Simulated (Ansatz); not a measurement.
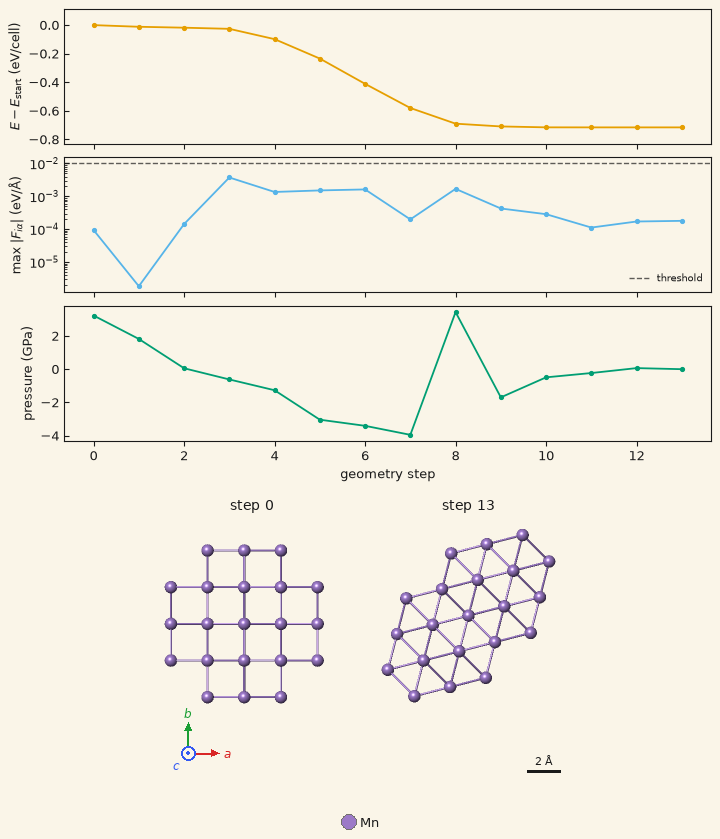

First and last geometry of a relaxation of crystalline Mn (a generated structure, set up in I4_1/amd), with the history of the run. A ball-and-stick model of the conventional cell (2 times the calculation's cell), seen along the c axis. Lengths and directions refer to the drawn axes.

Phase: beta-Sn type.

Theory: DFT, PBE, plane waves (420 eV) with PAW, scalar-relativistic (Ansatz).

Input file:
```yaml
crystal:
  lattice:
    - [-2.2438589898, 2.2438589898, 1.2251470084]
    - [2.2438589898, -2.2438589898, 1.2251470084]
    - [2.2438589898, 2.2438589898, -1.2251470084]
  atoms:
    - { symbol: Mn, position: [0.0, 0.0, 0.0], spin: 3.0 }
    - { symbol: Mn, position: [0.75, 0.25, 0.5], spin: -3.0 }
hamiltonian:
  xc: pbe
  pseudopotentials:
    kind: paw
    azcp:
      Mn: "pseudopotentials/Mn.paw.azcp"
basis:
  ecutwfc: 420
  fft_grid_basis: typed
kpoints:
  mp_grid: { grid: [14, 14, 10], shift: [0, 0, 0] }
magnetization:
  spin_polarized: true
scf:
  occupations: { method: fermi_dirac, width: 0.05 }
relax:
  max_steps: 60
  f_tol: 0.01
  cell: {}
output:
  write_density: true
  write_potential: true
  elf: true
  volumetric_format: npy
```

Launched with:
```bash
ansatz run input.yaml --threads 1 --pin off --max-ram 3584MiB --backend cpu --events-out ev --progress --plain --runs-dir out
```

### Read the history and describe the run.

The run was cut off at its time limit before the relaxation converged, so the last structure is only a point on the way. The atoms keep their places relative to the cell (all moves are under 0.005 Å). The drawn cell changes as follows: a = b 4.488 → 4.511 Å (+0.5 %), c 2.450 → 2.443 Å (−0.3 %), γ 90.0° → 61.1°; the volume changes by −11.8 %. Some distances before and after: Mn1–Mn1 3.402 → 2.597 Å, Mn1–Mn2 2.326 → 2.336 Å, Mn1–Mn1 (another image) 2.450 → 2.443 Å. New bonds form: Mn1–Mn1 (3.40 → 2.60 Å), Mn2–Mn2 (3.40 → 2.60 Å). Bond angles that change, for instance: Mn2–Mn1–Mn2 94.0° → 121.3°, Mn2–Mn1–Mn2 94.0° → 67.5°. The space group (tolerance 0.01 Å) goes from I4_1/amd (No. 141) to Fddd (No. 70). Over 13 geometry steps the energy falls by 0.715 eV per cell of the calculation. The pressure goes from 3.23 to 0.00 GPa. Cost: 30 min on 1 thread of Intel(R) Xeon(R) Platinum 8259CL CPU @ 2.50GHz (Skylake/Cascade Lake), on a shared host, peak memory 0.98 GiB.

```
step  E − E(0), meV/atom  largest force component, eV/Å  pressure, GPa  volume, Å³/atom
   0                0.00                         0.0001           3.23           12.337
   1               -5.79                         0.0000           1.82           12.485
   2               -9.01                         0.0001           0.06           12.679
   3              -13.02                         0.0038          -0.62           12.736
   4              -49.07                         0.0014          -1.26           12.640
   5             -117.03                         0.0015          -3.04           12.465
   6             -205.40                         0.0016          -3.40           12.046
   7             -289.83                         0.0002          -3.95           11.511
   8             -344.66                         0.0017           3.43           10.836
   9             -354.36                         0.0004          -1.69           10.924
  10             -357.53                         0.0003          -0.49           10.915
  11             -357.64                         0.0001          -0.23           10.889
  12             -357.66                         0.0002           0.07           10.874
  13             -357.66                         0.0002           0.00           10.877
```
